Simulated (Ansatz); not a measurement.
System: CsSnBr₃, space group Pm-3m (No. 221).

Input file:
```
crystal:
  lattice:
    - [5.83900561, 0.0, 0.0]
    - [0.0, 5.83900561, 0.0]
    - [0.0, 0.0, 5.83900561]
  atoms:
    - { symbol: Cs, position: [0.0, 0.0, 0.0] }
    - { symbol: Sn, position: [0.5, 0.5, 0.5] }
    - { symbol: Br, position: [0.0, 0.5, 0.5] }
    - { symbol: Br, position: [0.5, 0.5, 0.0] }
    - { symbol: Br, position: [0.5, 0.0, 0.5] }
hamiltonian:
  xc: pbe
  pseudopotentials: { kind: paw }
kpoints:
  mp_grid: { grid: [4, 4, 4] }
scf:
  occupations: { method: fixed }
output:
  eigenvalues: true
dielectric:
  method: response
```

Run as:
```bash
ansatz run input.yaml --threads 2 --pin off --max-ram 5632MiB --backend cpu --events-out ev --progress --plain --runs-dir out
```

Method: Born effective charges by linear response at the zone centre, in units of the proton charge, Cartesian axes of the given cell; plane-wave DFT, no spin polarisation (Ansatz 0.2.0). Level: PBE.

- k mesh: 4×4×4
- occupations: fixed
- potentials: Ansatz PAW
- wave cutoff: 420 eV
- density cutoff: 1680 eV
- program settings: xc grid level 2, xc grid task field_response

Describe the result: the mean Born effective charge of each atom. The cases: Cs; Sn; Br 1; Br 2; Br 3.

The largest in size is that of Sn, 5.00 e, and the charges add up to 0.00 e. Br 1, Br 2 and Br 3 are equally anisotropic; for Br 1: its diagonal components run from −5.11 to −0.61 e.

```
atom  mean Born effective charge (e)  Born charge xx (e)  Born charge zz (e)
  Cs                           1.333               1.333               1.333
  Sn                           5.005               5.005               5.005
Br 1                          -2.113              -5.113              -0.613
Br 2                          -2.113              -0.613              -5.113
Br 3                          -2.113              -0.613              -0.613
```

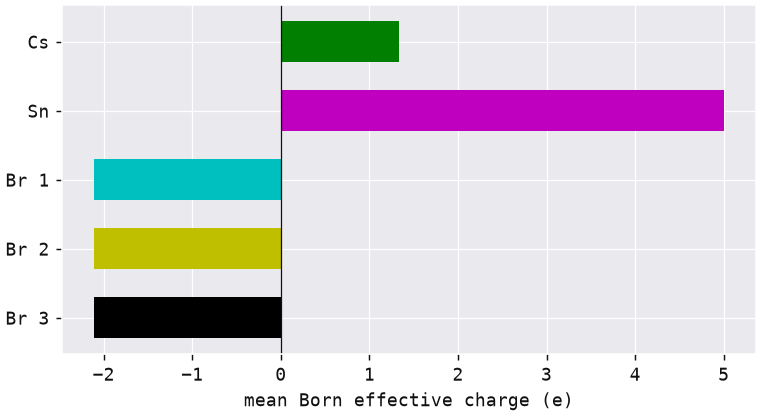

Caveats: spin-orbit coupling left out, heavy elements.
